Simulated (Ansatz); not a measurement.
# NiGe3: what the fields show

The calculation's input:

```
crystal:
  lattice:
    - [2.83563506, 0.0, 0.0]
    - [0.0, 2.83563506, 0.0]
    - [0.0, 0.0, 8.5423474172]
  atoms:
    - { symbol: Ni, position: [0.0, 0.0, 0.5] }
    - { symbol: Ge, position: [0.5, 0.5, 0.3175912739] }
    - { symbol: Ge, position: [0.5, 0.5, 0.6824087261] }
    - { symbol: Ge, position: [0.5, 0.5, 0.0] }
basis:
  ecutwfc: 500
kpoints:
  mp_grid: { grid: [12, 12, 4] }
  band_path:
    path:
      - [[0.0, 0.0, 0.0], [0.0, 0.5, 0.0], [0.5, 0.5, 0.0], [0.0, 0.0, 0.0], [0.0, 0.0, 0.5], [0.0, 0.5, 0.5], [0.5, 0.5, 0.5], [0.0, 0.0, 0.5]]
      - [[0.0, 0.5, 0.0], [0.0, 0.5, 0.5]]
      - [[0.5, 0.5, 0.0], [0.5, 0.5, 0.5]]
    npoints: 14
hamiltonian:
  xc: r2scan
scf:
  occupations: { method: gaussian, width: 0.1 }
  n_extra_bands: 10
output:
  forces: true
  stress: true
  eigenvalues: true
  populations: true
  dos: { projected: true, de: 0.02, nscf_kmesh: { grid: [15, 15, 5] } }
  bader: true
  write_density: true
  write_potential: true
  elf: true
  volumetric_format: npy
```

Command:

```sh
ansatz run input.yaml --threads 1 --pin off --max-ram 2560MiB --backend cpu --events-out ev --progress --plain --runs-dir out
```

Below, planes, directions and counts refer to the conventional cell (a = 2.84 Å, b = 2.84 Å, c = 8.54 Å, α = 90.00°, β = 90.00°, γ = 90.00°).

Space group P4/mmm; a generated structure, not necessarily the stable one; computed pressure about −4 GPa in this cell; computed without spin polarisation.

Level of theory: Ansatz, DFT r2SCAN, scalar-relativistic, plane waves, PAW.

Core electrons are frozen (PAW), and the valence fields are smoothed inside the atomic spheres.

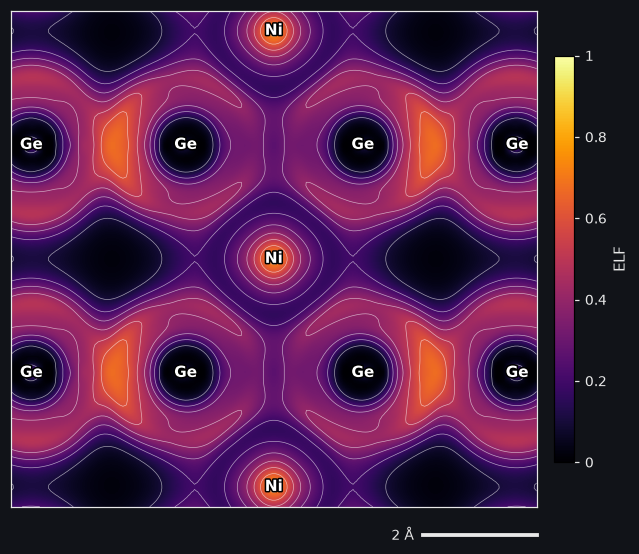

Figure 1. Electron localisation function on the (110) plane of the conventional cell.

### Describe what can be read from this map.

- The plane passes through Ni and Ge nuclei.
- Ni–Ge (2.54 Å): the ELF is about 0.40 at the midpoint.
- Ge–Ge (2.71 Å): the ELF peaks at about 0.65 between the atoms.
- The features right at Ni lie inside the PAW spheres, where the map follows smoothed inner orbitals and isn't to be read closely.

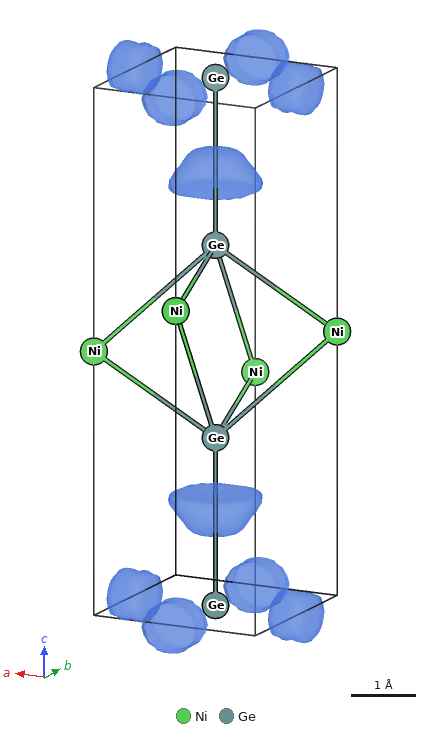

Figure 2. Isosurface of the ELF at 0.55 (blue), seen at an oblique angle. Only the valence region is drawn (cores and ρ < 0.01 e/Å³ removed). Sticks mark near contacts.

### Identify the bonds, lone pairs and shells in this picture.

At this value the surface marks out two regions between bonded Ge–Ge atoms and two regions wrapped around Ge (the valence shell of each), counted in one cell of 4 atoms. Regions shared between cells count once.

### Which way does charge flow, and how much by Bader's partition?

Electrons move from Ge towards Ni. Bader charges: Ni −0.15 and Ge +0.05 e.

### Does the calculation make it a metal, or give it a gap?

It is gapless in this calculation (a metal or semimetal).
